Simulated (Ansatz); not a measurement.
# A thicker film of LiCl (001) from two thinner ones

In a field along its normal an insulating film takes a dipole p. Written as a length, p/(ε₀AE), it should grow by 1 − 1/ε for each ångström added.

How it was computed: Ansatz 0.2.0, plane waves with PAW datasets (its set soft_2), PBE; rocksalt films relaxed at a bulk in-plane lattice constant near the measured one, then held in weak fields of both signs with a dipole correction (A is the cell's area, E the outer field).

| run | distance between the outer atoms (Å) | p/(ε₀AE) (Å) |
| --- | --- | --- |
| 3 units | 5.242 | 5.416 |
| 5 units | 10.411 | 8.818 |
| 8 units | 18.150 | ? |

Q: Estimate the withheld value from the rows shown.

Two rows fix a line: slope = (8.818 − 5.416) / (10.411 − 5.242) = 0.6582, intercept 1.9656. That slope means ε = 1/(1 − 0.6582) = 2.93. At 18.150 it gives 0.6582 × 18.150 + 1.9656 = 13.912 Å, beyond the rows fitted. Rounding of the rows alone allows about ±0.003 Å there; two rows can't show whether the line holds.

The run itself gives 13.929 Å: a miss of +0.017 Å, or 0.1 % of the value. The length is met to within 1 %, though ε is more sensitive than the length: the two thickest films give ε = 2.94.

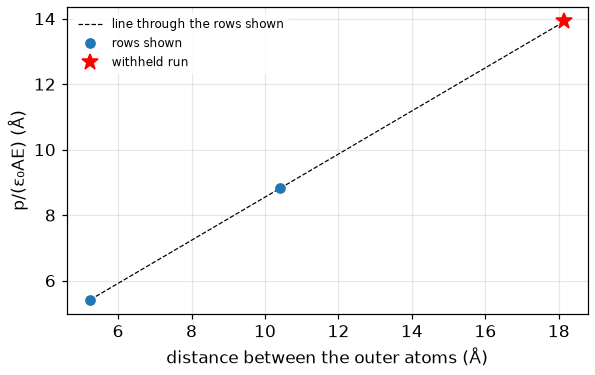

The fit and the withheld run.

Caveats: This is the electronic response alone. A unit is one step of the cut along the normal (a plane, a pair of planes or a cell), and the layers relax along it, away from their bulk spacing where the functional's lattice constant differs from the one held.
